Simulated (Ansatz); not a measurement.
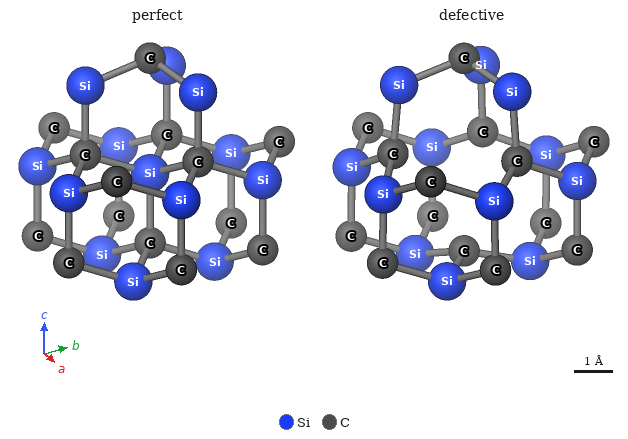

Left: perfect SiC. Right: the same region with one point defect, after relaxing the atoms in a supercell of 192 sites. Style: ball-and-stick. Shown: the atoms within 3.8 Å of one point, slightly off an axis.

Theory: Ansatz, DFT, PBEsol, PAW, plane waves. Settings: plane-wave cutoff 420 eV; k-point mesh 1 × 1 × 1; mesh shifted by (0.25, 0.25, 0.25); collinear spin. Fermi-Dirac smearing of 0.01 eV. A uniform background neutralises the charged cell. The axes drawn are those of the host's conventional cell.

Question: What kind of defect was made?

Answer: A silicon atom is taken out (a vacancy).

The charge state of the cell is +2.

Question: What does the relaxation do around it?

Answer: Around the empty Si site the host had 4 C at 1.88 to 1.90 Å; after relaxation the nearest atoms are 4 C at 2.06 to 2.12 Å. Of the host's atoms, a carbon atom moves furthest from its site, by 0.22 Å. The cell ends without a net magnetic moment.

Limits of the set-up: the cell is charged, on a uniform background, and energies carry no finite-size correction.
